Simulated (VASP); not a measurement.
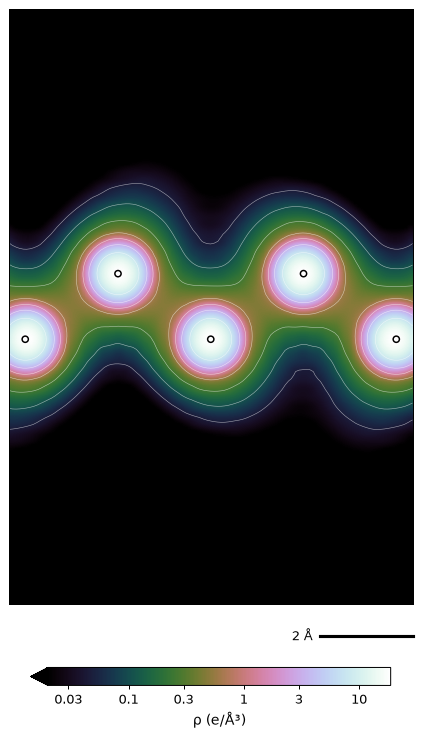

Figure 1: Ge (slab). Valence electron density on the (100) plane of the calculation cell, a cut from vacuum to vacuum. Circles mark the nuclei in the plane (Ge).

Not relaxed (largest force 1.4 eV/Å).

Theory: VASP, Kohn-Sham DFT of a periodic cell, LDA, VASP PAW LDA potentials, recommended.

In a PAW calculation such maps are meaningful between the atoms, not at the nuclei.

```
Ge
1.0
     4.00068    0.00000    0.00000
     0.00000    8.00137    0.00000
     0.00000    0.00000   14.44336
Ge
8
Direct
  0.50000 0.34500 0.38772
  0.00000 0.25000 0.45103
  0.00000 0.00000 0.54897
  0.50000 0.09500 0.65382
  0.50000 0.65500 0.34618
  0.00000 0.75000 0.45103
  0.00000 0.50000 0.54897
  0.50000 0.40500 0.61228
```

What does the map show?

Answer. The section cuts through Ge sites.
Ge–Ge (2.45 Å): ρ is about 0.48 e/Å³ halfway.
The density dies away to nearly zero in the vacuum.
